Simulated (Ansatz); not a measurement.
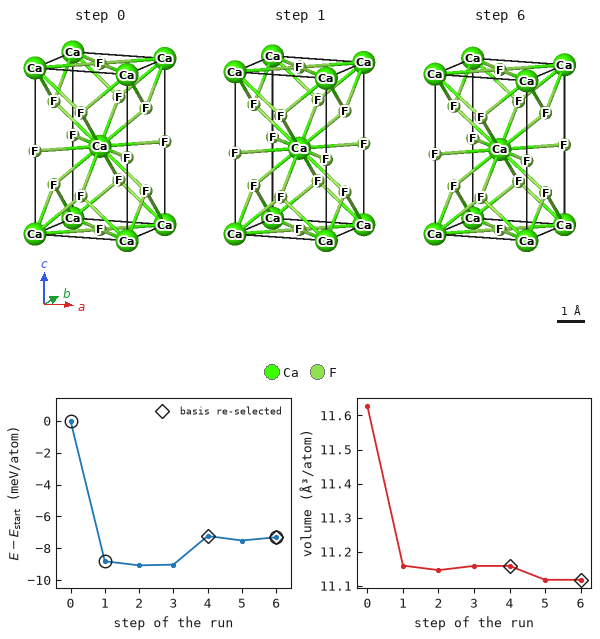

Frames of a relaxation of crystalline CaF$_{3}$ (set up in I4/mmm), marked on the history of the run. Style: ball-and-stick. Shown: the conventional cell (2 times the calculation's cell), slightly off an axis. Lengths and directions refer to the drawn axes.

Method: Ansatz 0.2.0, DFT PBEsol, scalar-relativistic, plane waves, PAW. (plane-wave cutoff 420 eV; k-point mesh 16 × 16 × 16; occupations gaussian; smearing width 0.1 eV; collinear spin; cell and atoms relaxed; force threshold 0.005 eV/Å; at most 80 steps)

### Describe the path.

The atoms keep their places relative to the cell (all moves are under 0.005 Å). Cell: a = b 3.799 → 3.787 Å (−0.3 %), c 6.445 → 6.202 Å (−3.8 %). Volume −4.4 %. Among the contacts that change: Ca–F 2.491 → 2.447 Å, Ca–F 2.686 → 2.678 Å. The space group stays I4/mmm (No. 139). After 4 accepted moves (6 points after the start) the energy has fallen by 7.3 meV per atom. All forces vanish by symmetry, so only the cell relaxes. Pressure: −3.58 GPa at the start and −0.03 GPa at the end. At 2 points the geometry stayed and the basis and grid were re-selected for the new cell (energy shift of 1.8 meV per atom at most each time). Cost: 11 min on 1 thread of Intel(R) Xeon(R) Processor @ 2.50GHz (Skylake/Cascade Lake) (shared host), peak memory 0.76 GiB. From step 0 to 1: volume −4.0 %, energy −8.8 meV per atom. From step 1 to 6: volume −0.4 %, energy +1.5 meV per atom.
